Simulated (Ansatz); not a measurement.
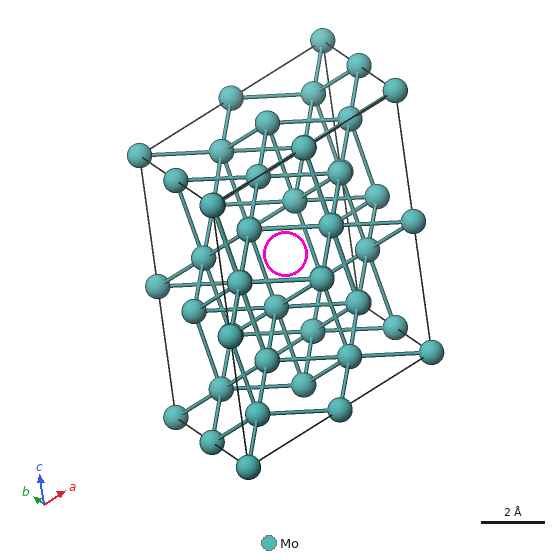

This ball-and-stick model is shown slightly off an axis. The lines enclose the supercell; boundary atoms appear with their images. The host is Mo, in a cell of 32 sites, and the cell is neutral. A ring marks the defect's site.

What defect is present?

Answer. A molybdenum vacancy. Around the empty site lie 14 Mo at about 2.7 to 3.1 Å.

The atoms were relaxed in the host's cell with Ansatz 0.2.0, DFT PBE, scalar-relativistic, plane waves, PAW.
